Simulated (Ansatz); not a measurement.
## Electronic structure of Si₄₈O (cell with a defect) in real space

The calculation's input:

```
crystal:
  lattice:
    - [-3.8512806405, -6.6706137437, 6.3650226989]
    - [7.7025612811, 1.0e-10, 6.3650226989]
    - [-3.8512806406, 6.6706137436, 6.3650226989]
  atoms:
    - { symbol: Si, position: [0.5209769799, 0.1876436466, 0.3543103133] }
    - { symbol: Si, position: [0.3543103133, 0.0209769799, 0.6876436466] }
    - { symbol: Si, position: [0.6876436466, 0.3543103133, 0.0209769799] }
    - { symbol: Si, position: [0.3543103133, 0.5209769799, 0.1876436466] }
    - { symbol: Si, position: [0.6876436466, 0.8543103133, 0.5209769799] }
    - { symbol: Si, position: [0.8543103133, 0.0209769799, 0.1876436466] }
    - { symbol: Si, position: [0.1876436466, 0.3543103133, 0.5209769799] }
    - { symbol: Si, position: [0.5209769799, 0.6876436466, 0.8543103133] }
    - { symbol: Si, position: [0.0209769799, 0.1876436466, 0.8543103133] }
    - { symbol: Si, position: [0.0209769799, 0.6876436466, 0.3543103133] }
    - { symbol: Si, position: [0.8543103133, 0.5209769799, 0.6876436466] }
    - { symbol: Si, position: [0.1876436466, 0.8543103133, 0.0209769799] }
    - { symbol: Si, position: [0.6876436466, 0.5209769799, 0.3543103133] }
    - { symbol: Si, position: [0.5209769799, 0.3543103133, 0.6876436466] }
    - { symbol: Si, position: [0.8543103133, 0.6876436466, 0.0209769799] }
    - { symbol: Si, position: [0.5209769799, 0.8543103133, 0.1876436466] }
    - { symbol: Si, position: [0.8543103133, 0.1876436466, 0.5209769799] }
    - { symbol: Si, position: [0.0209769799, 0.3543103133, 0.1876436466] }
    - { symbol: Si, position: [0.3543103133, 0.6876436466, 0.5209769799] }
    - { symbol: Si, position: [0.6876436466, 0.0209769799, 0.8543103133] }
    - { symbol: Si, position: [0.1876436466, 0.5209769799, 0.8543103133] }
    - { symbol: Si, position: [0.1876436466, 0.0209769799, 0.3543103133] }
    - { symbol: Si, position: [0.0209769799, 0.8543103133, 0.6876436466] }
    - { symbol: Si, position: [0.3543103133, 0.1876436466, 0.0209769799] }
    - { symbol: Si, position: [0.6456896867, 0.3123563534, 0.4790230201] }
    - { symbol: Si, position: [0.4790230201, 0.1456896867, 0.8123563534] }
    - { symbol: Si, position: [0.8123563534, 0.4790230201, 0.1456896867] }
    - { symbol: Si, position: [0.4790230201, 0.6456896867, 0.3123563534] }
    - { symbol: Si, position: [0.8123563534, 0.9790230201, 0.6456896867] }
    - { symbol: Si, position: [0.9790230201, 0.1456896867, 0.3123563534] }
    - { symbol: Si, position: [0.3123563534, 0.4790230201, 0.6456896867] }
    - { symbol: Si, position: [0.6456896867, 0.8123563534, 0.9790230201] }
    - { symbol: Si, position: [0.1456896867, 0.3123563534, 0.9790230201] }
    - { symbol: Si, position: [0.1456896867, 0.8123563534, 0.4790230201] }
    - { symbol: Si, position: [0.9790230201, 0.6456896867, 0.8123563534] }
    - { symbol: Si, position: [0.3123563534, 0.9790230201, 0.1456896867] }
    - { symbol: Si, position: [0.8123563534, 0.6456896867, 0.4790230201] }
    - { symbol: Si, position: [0.6456896867, 0.4790230201, 0.8123563534] }
    - { symbol: Si, position: [0.9790230201, 0.8123563534, 0.1456896867] }
    - { symbol: Si, position: [0.6456896867, 0.9790230201, 0.3123563534] }
    - { symbol: Si, position: [0.9790230201, 0.3123563534, 0.6456896867] }
    - { symbol: Si, position: [0.1456896867, 0.4790230201, 0.3123563534] }
    - { symbol: Si, position: [0.4790230201, 0.8123563534, 0.6456896867] }
    - { symbol: Si, position: [0.8123563534, 0.1456896867, 0.9790230201] }
    - { symbol: Si, position: [0.3123563534, 0.6456896867, 0.9790230201] }
    - { symbol: Si, position: [0.3123563534, 0.1456896867, 0.4790230201] }
    - { symbol: Si, position: [0.1456896867, 0.9790230201, 0.8123563534] }
    - { symbol: Si, position: [0.4790230201, 0.3123563534, 0.1456896867] }
    - { symbol: O, position: [0.0833333333, 0.0833333333, 0.0833333333] }
  host:
    lattice:
      - [3.8512806406, 0.0, 0.0]
      - [-1.9256403203, 3.3353068718, 0.0]
      - [0.0, 0.0, 6.3650226989]
    atoms:
      - { symbol: Si, position: [0.3333333333, 0.6666666667, 0.0629309398] }
      - { symbol: Si, position: [0.6666666667, 0.3333333333, 0.5629309398] }
      - { symbol: Si, position: [0.3333333333, 0.6666666667, 0.4370690602] }
      - { symbol: Si, position: [0.6666666667, 0.3333333333, 0.9370690602] }
basis:
  ecutwfc: 420
  xc_grid: 2
kpoints:
  mp_grid: { grid: [3, 3, 3], shift: [0.0, 0.0, 0.0] }
hamiltonian:
  xc: pbe
scf:
  occupations: { method: gaussian, width: 0.02 }
output:
  forces: true
  stress: false
  eigenvalues: true
  charged_corrections:
    defect_position: [0.08333333, 0.08333333, 0.08333333]
    epsilon: [[12.6179, 0.0, 0.0], [0.0, 12.6179, 0.0], [0.0, 0.0, 13.7067]]
  write_density: true
  write_potential: true
  elf: true
  volumetric_format: npy
relax:
  adjacent_minimum: "off"
  f_tol: 0.025
  max_steps: 45
```

Command:

```sh
ansatz run input.yaml --threads 4 --pin off --max-ram 8192MiB --backend cpu --events-out ev --progress --plain --runs-dir out
```

The fields are those of the relaxed geometry.

Method: DFT PBE, scalar-relativistic, plane waves, PAW in Ansatz.

In a PAW calculation such maps are meaningful between the atoms, not at the nuclei.

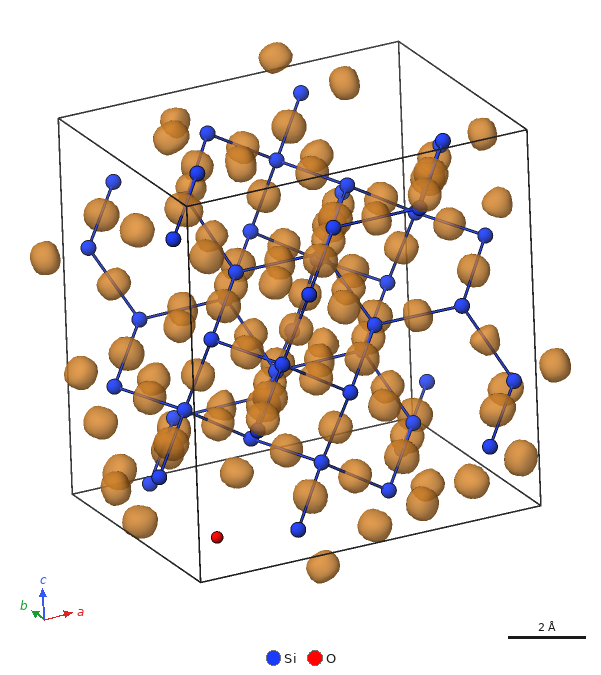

Figure 1. Isosurface of the ELF at 0.9 (orange), seen slightly off an axis. Core shells and regions of very low density are left out. Sticks mark near contacts.

### Identify the bonds, lone pairs and shells in this picture.

The ELF exceeds this value in 96 regions between bonded Si–Si atoms, counted in one cell of 49 atoms. Regions shared between cells count once. Along the contacts the grid gives the following. Si–Si (2.32 Å): the ELF peaks at about 0.95 between the atoms. Si–O (2.38 Å): the ELF is about 0.30 at the midpoint (no shared electron pair shows on this line).

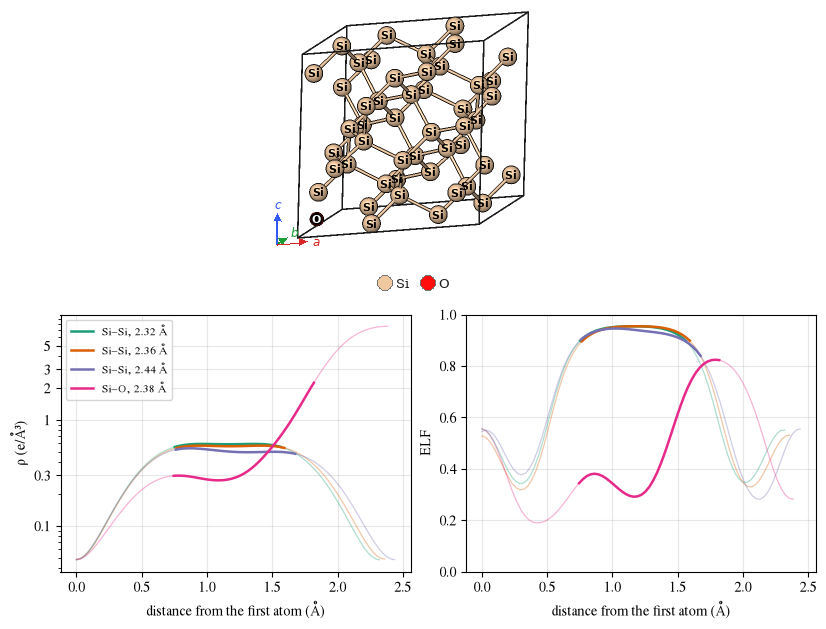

Figure 2. Valence charge density (pseudo) and electron localisation function along straight lines between neighbouring atoms. Thin, pale parts lie inside the atomic spheres. The structure is drawn too.

### Compare the contacts.

Si–Si (2.32 Å): ρ is about 0.59 e/Å³ halfway; the ELF peaks at about 0.95 between the atoms.
Si–Si (2.36 Å): the density is about 0.56 e/Å³ at the midpoint; the ELF peaks at about 0.95 between the atoms.
Si–Si (2.44 Å): the density is about 0.5 e/Å³ at the midpoint; the ELF peaks at about 0.95 between the atoms.
Si–O (2.38 Å): the density is about 0.28 e/Å³ at the midpoint; the ELF is about 0.30 at the midpoint: no shared electron pair shows on this line.

### Does the calculation make it a metal, or give it a gap?

It is gapless in this calculation (a metal or semimetal).
